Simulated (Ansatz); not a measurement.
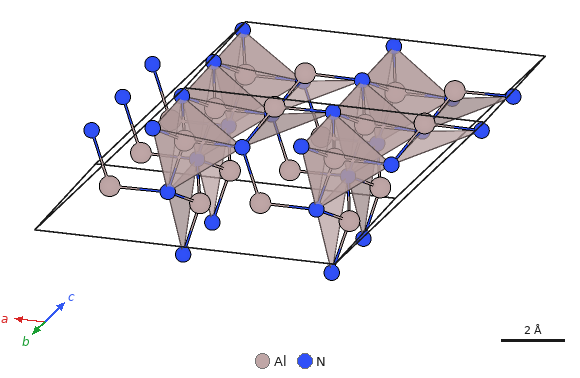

Starting structure of crystalline Al4N3 (a generated structure, set up in P1) (coarse preliminary run). Style: polyhedral. Shown: the larger cell on standard axes (2 times the calculation's cell), from a free direction.

Case: 2 of 8 N atoms taken out at random.

Method: DFT PBE, scalar-relativistic, plane waves, PAW in Ansatz.

Input
```yaml
crystal:
  lattice:
    - [3.130233703, 0.0, -5.0180132442]
    - [3.130233703, 0.0, 5.0180132442]
    - [-3.130233703, -5.4217238131, 0.0]
  atoms:
    - { symbol: Al, position: [0.3336218197, 0.3342695871, 0.1704506247] }
    - { symbol: Al, position: [0.8315569788, 0.8286563182, 0.1661087034] }
    - { symbol: Al, position: [0.3341697808, 0.3343859226, 0.6643260051] }
    - { symbol: Al, position: [0.8303474507, 0.8286748039, 0.6664107003] }
    - { symbol: Al, position: [0.9131458851, 0.4121028105, 0.3277214191] }
    - { symbol: Al, position: [0.4110864589, 0.915841053, 0.3299453188] }
    - { symbol: Al, position: [0.918344828, 0.418248103, 0.8347427832] }
    - { symbol: Al, position: [0.4152096213, 0.9134339361, 0.8304158564] }
    - { symbol: "N", position: [0.6391968889, 0.0223040614, 0.6671777538] }
    - { symbol: "N", position: [0.1370950357, 0.5138407427, 0.6633689119] }
    - { symbol: "N", position: [0.7184459956, 0.6036635566, 0.3323211201] }
    - { symbol: "N", position: [0.2240047396, 0.1023504187, 0.3303034548] }
    - { symbol: "N", position: [0.7269505584, 0.6078008068, 0.8312688833] }
    - { symbol: "N", position: [0.2215222611, 0.1087577772, 0.8364426492] }
  symmetry: { detect: false }
basis:
  ecutwfc: 420
kpoints:
  mp_grid: { grid: [3, 3, 3], shift: [0.0, 0.0, 0.0] }
hamiltonian:
  xc: pbe
scf:
  occupations: { method: gaussian, width: 0.1 }
  lower_state_search: "off"
output:
  forces: true
  stress: true
  eigenvalues: true
relax:
  adjacent_minimum: "off"
  f_tol: 0.04
  max_steps: 50
  cell: { stress_tol: 0.3 }
```

Run as
```bash
ansatz run input.yaml --threads 4 --pin off --max-ram 9216MiB --backend cpu --events-out ev --progress --plain --runs-dir out
```

> Predict the outcome.

Over 3 accepted moves (5 points after the start) the energy falls by 0.345 eV per cell of the calculation. The largest force component goes from 1.2 to 0.019 eV/Å. The pressure goes from −0.56 to −0.14 GPa. The line search rejected the trial step at point 2 of the run. At 1 point the geometry stayed and the basis and grid were re-selected for the new cell (energy shift of 9.4 meV per cell of the calculation at most each time). The atom that moves furthest relative to the cell is Al6 (0.13 Å along −c). By element the largest moves are Al 0.13 Å, N 0.06 Å. Cell: a 10.036 → 9.775 Å (−2.6 %), b 6.260 → 6.276 Å (+0.2 %), c 7.388 → 7.251 Å (−1.8 %), β 132.8° → 132.0°. Volume −3.0 %. Some distances before and after: Al6–N12 1.875 → 1.932 Å, Al1–N11 1.866 → 1.920 Å, Al8–N9 1.878 → 1.928 Å, Al7–N10 1.886 → 1.927 Å. Bond angles that change, for instance: N10–Al5–N11 107.9° → 101.9°, Al3–N10–Al7 110.4° → 104.5°, Al5–N10–Al8 109.2° → 114.9°. The space group stays P1 (No. 1).

Step by step:

```tsv
step	E − E(0), meV/atom	largest force component, eV/Å	pressure, GPa	volume, Å³/atom	note
0	0.00	1.1795	-0.56	12.166	
1	-21.08	0.4115	1.42	11.747	
2	-20.65	0.1491	-0.57	11.806	rejected
3	-24.86	0.1158	-0.21	11.835	
4	-25.32	0.0198	-0.04	11.804	
5	-24.64	0.0194	-0.14	11.804	same geometry, new basis
```

Final geometry:

```
Al N
1.0
     3.13779   -0.01372   -4.88723
     3.13814    0.01817    4.88745
    -3.14181   -5.39009   -0.01734
Al N
8 6
Direct
  0.32396 0.34349 0.17165
  0.82382 0.84357 0.17160
  0.33564 0.33112 0.67054
  0.83570 0.83117 0.67052
  0.91003 0.39716 0.31093
  0.40964 0.89682 0.31091
  0.92273 0.41450 0.84033
  0.42291 0.91451 0.84047
  0.63476 0.01831 0.65656
  0.13474 0.51827 0.65658
  0.72412 0.60590 0.33385
  0.22400 0.10584 0.33385
  0.72626 0.61186 0.84158
  0.22637 0.11181 0.84164
```

After the run, drawn alike:

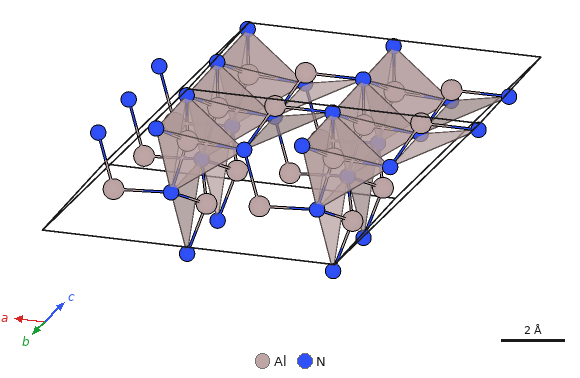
